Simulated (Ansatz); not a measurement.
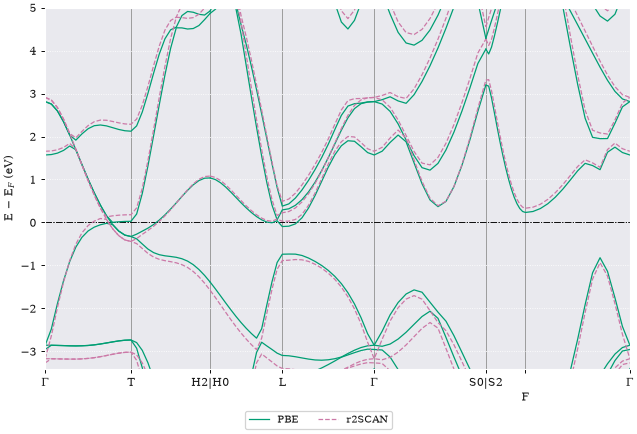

Band structures of P, space group R-3m, 2 atoms in the cell, by two methods on the same cell. Each is counted from its own Fermi level.

Q: How do the methods compare?

A: Both give a metal. The 4 bands that come within 1 eV of the Fermi level differ by 0.16 eV on average and by 0.44 eV at most (at F).

Settings. PBE: DFT PBE, scalar-relativistic, plane waves, PAW, no spin polarisation, 18×18×18 k mesh, 420 eV cutoff, Gaussian smearing of 0.1 eV (Ansatz). r2SCAN: DFT r2SCAN, scalar-relativistic, plane waves, PAW, no spin polarisation, 18×18×18 k mesh, 500 eV cutoff, Gaussian smearing of 0.1 eV (Ansatz).

The structure is an invented one, so it need not be a known or stable phase.
